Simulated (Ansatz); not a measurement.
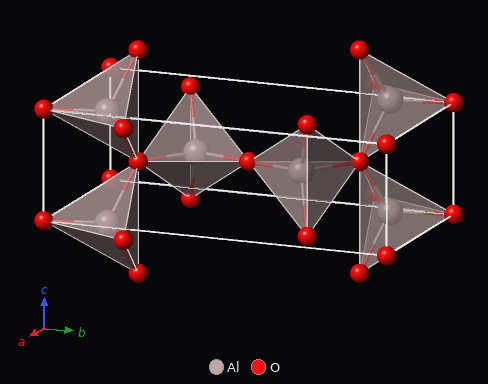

Polyhedral drawing of the structure, looking slightly off an axis. The conventional unit cell is drawn as a box. A few atoms beyond the faces are included.

Al2O3, space group Pnnm (No. 58), a = 4.627 Å, b = 9.609 Å, c = 2.996 Å, α = 90.00°, β = 90.00°, γ = 90.00°. The initial geometry was a structure listed in the Materials Project. Earlier steps of the study, as a rule a relaxation of our own, may have changed the cell and positions, so they can lie some per cent off the listed ones. A calculation with Ansatz used it as input.

This one geometry was computed with Ansatz (DFT, plane waves, PAW) at four levels of theory: r2SCAN, PBE0, HSE06 and PBE. It was relaxed beforehand with r2SCAN.

> Which level gives the highest pressure at this volume, and what does that say about its equilibrium volume?

Highest: PBE (4.3 GPa), which points to the largest equilibrium volume. Lowest, with the smallest volume: r2SCAN (0.0 GPa), PBE0 (-0.2 GPa) and HSE06 (-0.1 GPa). Levels within 0.5 GPa of each other can't be told apart.

> How does the band gap change with the level of theory?

PBE: a gap of 3.56 eV, direct; r2SCAN: a gap of 4.12 eV, direct; HSE06: a gap of 5.22 eV, direct; PBE0: a gap of 5.97 eV, direct.

> Collect the results in a table.

| level | cutoff (eV) | k-mesh of the run's cell | gap (eV) | pressure (GPa) |
| --- | --- | --- | --- | --- |
| r2SCAN | 500 | 6×4×8 | 4.12 | 0.0 |
| PBE0 | 420 | 4×2×6 | 5.97 | -0.2 |
| HSE06 | 420 | 4×2×6 | 5.22 | -0.1 |
| PBE | 420 | 6×4×8 | 3.56 | 4.3 |

Gaps are taken on the k-mesh or band path of each run.
